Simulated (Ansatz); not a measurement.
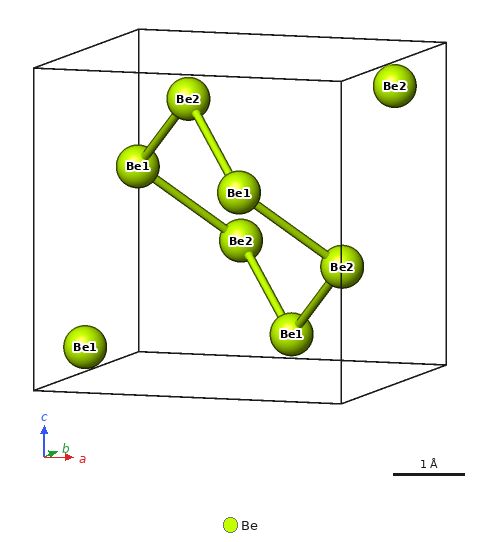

The structure (ball-and-stick view of the cell 4 times as large as that of the calculation, set on its symmetry axes, seen slightly off an axis; atoms are numbered from 1 in the order of the input). Near neighbours in the crystal (not all of them lie inside the picture): Be has 4 Be at 2.00 Å.

**Two runs on Be**

System: Be (Fd-3m, 2 atoms in the cell).
Method of the first run: DFT, LDA (PW92), plane waves (420 eV) with PAW, scalar-relativistic, no spin polarisation (Ansatz 0.2.0).

Text and figures count atoms from 1; the logs count them from 0 in places.

**Input file, the first run**
```yaml
crystal:
  lattice:
    - [0.0, 2.3121414435, 2.3121414435]
    - [2.3121414435, 0.0, 2.3121414435]
    - [2.3121414435, 2.3121414435, 0.0]
  atoms:
    - { symbol: Be, position: [0.125, 0.125, 0.125] }
    - { symbol: Be, position: [0.875, 0.875, 0.875] }
hamiltonian:
  xc: lda
  pseudopotentials:
    kind: paw
    azcp:
      Be: "pseudopotentials/Be.paw.azcp"
basis:
  ecutwfc: 420
  fft_grid_basis: typed
kpoints:
  mp_grid: { grid: [13, 13, 13], shift: [0, 0, 0] }
magnetization:
  spin_polarized: false
scf:
  occupations: { method: fermi_dirac, width: 0.1 }
  lower_state_search: "off"
output:
  stress: true
```

Hardware: 2 threads of an x86-64 CPU, shared host.

**Output, shortened to warnings, some set-up lines, iterations and results (the first run)**
```
Warning: [file] the record states the generating functional pbe (its physics header spells it `PBE`), which answers neither for hamiltonian.xc's functional nor for the lda family's — results may be inconsistent (PPs are generated against a specific XC)
Basis set: ecut = 420 eV, 531 PW (Γ)
Symmetry: 48 space group operations
k-points: 84 of 2197
Initial density: superposition of atomic densities (neutral atoms: chi_scale 0, normalization atom), corrected by the library's trained network
[...]
SCF iter   1: F=—  HF=-172.923994 eV  |F-HF|=—  |Δ(HF+E_count)|=         —  Δρ=2.95e-3  dr2=1.23e-3  ethr=1.77e-3  ⟨swp⟩=5.3  Hψ=4593  notcnv=0
SCF iter   2: F=—  HF=-172.924411 eV  |F-HF|=—  |Δ(HF+E_count)|=   4.16e-4  Δρ=1.49e-3  dr2=2.99e-4  ethr=3.08e-5  ⟨swp⟩=1.2  Hψ=1197  notcnv=0
SCF iter   3: F=—  HF=-172.924592 eV  |F-HF|=—  |Δ(HF+E_count)|=   1.81e-4  Δρ=4.54e-5  dr2=5.28e-7  ethr=7.48e-6  ⟨swp⟩=2.0  Hψ=647  notcnv=0
SCF iter   4: F=—  HF=-172.924592 eV  |F-HF|=—  |Δ(HF+E_count)|=   2.10e-7  Δρ=3.96e-6  dr2=2.71e-9  ethr=1.32e-8  ⟨swp⟩=2.0  Hψ=656  notcnv=0
SCF iter   5: F=-172.924592 eV  HF=-172.924592 eV  |F-HF|=1.36e-12  |Δ(HF+E_count)|=  4.90e-10  Δρ=4.60e-7  dr2=2.07e-11  ethr=6.77e-11  ⟨swp⟩=2.0  Hψ=683  notcnv=0
SCF iter   6: F=-172.924592 eV  HF=-172.924592 eV  |F-HF|=1.14e-13  |Δ(HF+E_count)|=  2.16e-12  Δρ=5.36e-9  dr2=4.05e-15  ethr=1.00e-12  ⟨swp⟩=1.0  Hψ=1245  notcnv=0
SCF 1 converged in 6 iterations: F = -172.924592 eV  dr2 = 4.05e-15
SCF converged after 6 iterations
Free energy (F): -172.924592 eV
Harris-Foulkes:  -172.924592 eV  (|F-HF|=1.14e-13)
Internal energy: -172.898750 eV  (E = F + TS)
E sigma→0 (E₀):  -172.911671 eV
Entropy (-TS):   -0.025842 eV (-12.921 meV/atom)
Fermi energy:    3.285201 eV
--- Per-component energies (eV) ---
  E_band       = 1.081212
  E_kinetic    = 35.275690
  E_local      = -8.334543  (includes V_loc(G=0)·N_el)
  E_nonlocal   = 12.533984
  E_hartree    = 1.303001
  E_xc         = -36.066447
  E_vxc        = -37.581562  (∫ρ·V_xc dr)
  E_paw        = -110.574783  (= ΣΔE_a)
  E_vpaw       = -3.418357  (= ΣTr[D̂ρ^β])
  E_aug_tail   = -0.000001  (compensation charges beyond the density's cutoff)
  E_ewald      = -67.096226
  E_core_change = 0.060574  (= ΣΔE_core)
  E_smearing   = -0.025842  (= −TS)
  E_closure    = 0.000000  (closes the sum)
  Σ components = -172.924592   (vs F -172.924592, Δ=0.00e0)
--- Stress (GPa, compression-positive) ---
        7.515655       0.000000       0.000000
        0.000000       7.515655       0.000000
        0.000000      -0.000000       7.515655
  P = ⅓ Tr σ = 7.5157 GPa (75.157 kbar)
```

The input of the second run differs as follows (lines with − go, lines with + come):
```diff
-    - [0.0, 2.3121414435, 2.3121414435]
-    - [2.3121414435, 0.0, 2.3121414435]
-    - [2.3121414435, 2.3121414435, 0.0]
+    - [0.0, 2.3801842942, 2.3801842942]
+    - [2.3801842942, 0.0, 2.3801842942]
+    - [2.3801842942, 2.3801842942, 0.0]
```

What does this change do to the results?

With the same functional and potentials, the second run lies 32.4 meV per atom lower. The pressure goes from 7.52 to 2.05 GPa. The volume per atom goes from 12.36 to 13.48 Å³. The number of SCF iterations is the same.

**Output, shortened to warnings, some set-up lines, iterations and results (the second run)**
```
Warning: [file] the record states the generating functional pbe (its physics header spells it `PBE`), which answers neither for hamiltonian.xc's functional nor for the lda family's — results may be inconsistent (PPs are generated against a specific XC)
Basis set: ecut = 420 eV, 531 PW (Γ)
Symmetry: 48 space group operations
k-points: 84 of 2197
Initial density: superposition of atomic densities (neutral atoms: chi_scale 0, normalization atom), corrected by the library's trained network
[...]
SCF iter   1: F=—  HF=-172.988691 eV  |F-HF|=—  |Δ(HF+E_count)|=         —  Δρ=2.96e-3  dr2=1.44e-3  ethr=1.77e-3  ⟨swp⟩=5.4  Hψ=4623  notcnv=0
SCF iter   2: F=—  HF=-172.989176 eV  |F-HF|=—  |Δ(HF+E_count)|=   4.84e-4  Δρ=1.50e-3  dr2=3.52e-4  ethr=3.60e-5  ⟨swp⟩=1.2  Hψ=1191  notcnv=0
SCF iter   3: F=—  HF=-172.989386 eV  |F-HF|=—  |Δ(HF+E_count)|=   2.10e-4  Δρ=4.42e-5  dr2=5.80e-7  ethr=8.79e-6  ⟨swp⟩=2.0  Hψ=642  notcnv=0
SCF iter   4: F=—  HF=-172.989386 eV  |F-HF|=—  |Δ(HF+E_count)|=   2.84e-7  Δρ=3.43e-6  dr2=2.05e-9  ethr=1.45e-8  ⟨swp⟩=2.1  Hψ=653  notcnv=0
SCF iter   5: F=-172.989386 eV  HF=-172.989386 eV  |F-HF|=4.95e-12  |Δ(HF+E_count)|=  7.22e-10  Δρ=3.69e-7  dr2=1.56e-11  ethr=5.13e-11  ⟨swp⟩=2.2  Hψ=683  notcnv=0
SCF iter   6: F=-172.989386 eV  HF=-172.989386 eV  |F-HF|=1.42e-13  |Δ(HF+E_count)|=  5.43e-12  Δρ=2.82e-9  dr2=1.28e-15  ethr=1.00e-12  ⟨swp⟩=1.0  Hψ=1250  notcnv=0
SCF 1 converged in 6 iterations: F = -172.989386 eV  dr2 = 1.28e-15
SCF converged after 6 iterations
Free energy (F): -172.989386 eV
Harris-Foulkes:  -172.989386 eV  (|F-HF|=1.42e-13)
Internal energy: -172.962159 eV  (E = F + TS)
E sigma→0 (E₀):  -172.975773 eV
Entropy (-TS):   -0.027227 eV (-13.613 meV/atom)
Fermi energy:    2.727261 eV
--- Per-component energies (eV) ---
  E_band       = -0.596587
  E_kinetic    = 33.695679
  E_local      = -9.290630  (includes V_loc(G=0)·N_el)
  E_nonlocal   = 12.138650
  E_hartree    = 1.450755
  E_xc         = -35.405256
  E_vxc        = -36.756551  (∫ρ·V_xc dr)
  E_paw        = -110.433799  (= ΣΔE_a)
  E_vpaw       = -3.285243  (= ΣTr[D̂ρ^β])
  E_aug_tail   = -0.000001  (compensation charges beyond the density's cutoff)
  E_ewald      = -65.178131
  E_core_change = 0.060574  (= ΣΔE_core)
  E_smearing   = -0.027227  (= −TS)
  E_closure    = 0.000000  (closes the sum)
  Σ components = -172.989386   (vs F -172.989386, Δ=0.00e0)
--- Stress (GPa, compression-positive) ---
        2.051453       0.000000       0.000000
       -0.000000       2.051453       0.000000
        0.000000      -0.000000       2.051453
  P = ⅓ Tr σ = 2.0515 GPa (20.515 kbar)
```

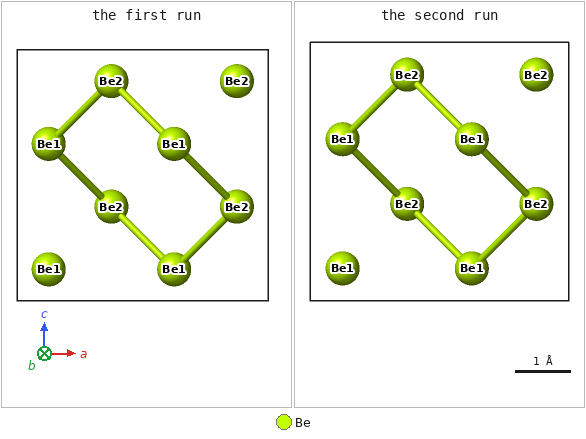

The two input geometries at one scale (ball-and-stick view of the cell 4 times as large as that of the calculation, set on its symmetry axes, along the b axis). The atoms keep their places relative to the cell (all moves are under 0.005 Å). Cell: a = b = c 4.624 → 4.760 Å (+2.9 %). Volume +9.1 %. Among the contacts that change: Be1–Be2 2.002 → 2.061 Å.

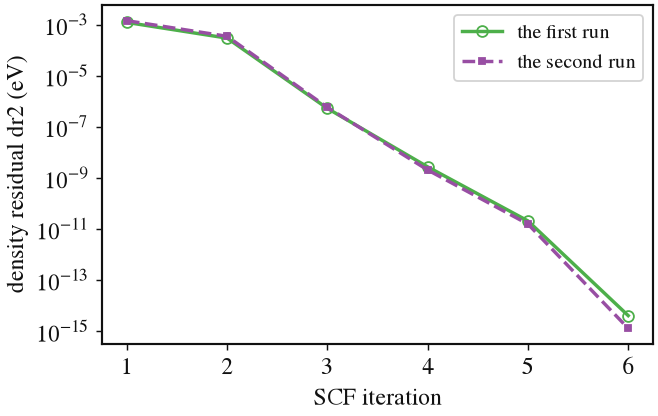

Convergence of the two runs: density residual dr2 against the SCF iteration. The first run takes 6 iterations in all, and the second run takes 6.

**The two runs side by side**

| quantity | the first run | the second run |
| --- | --- | --- |
| outcome | converged | converged |
| free energy per atom (eV) | −86.4623 | −86.4947 |
| energy per atom, smearing taken to zero (eV) | −86.4558 | −86.4879 |
| pressure (GPa) | 7.52 | 2.05 |
| volume per atom (Å³) | 12.36 | 13.48 |
| SCF iterations | 6 | 6 |
| irreducible k-points | 84 | 84 |
| plane waves at Γ | 531 | 531 |

For both runs: Warnings: the PAW datasets were made with another functional. For the first run: The cell is under a pressure of 7.5 GPa at this level, so it is not at its equilibrium volume.
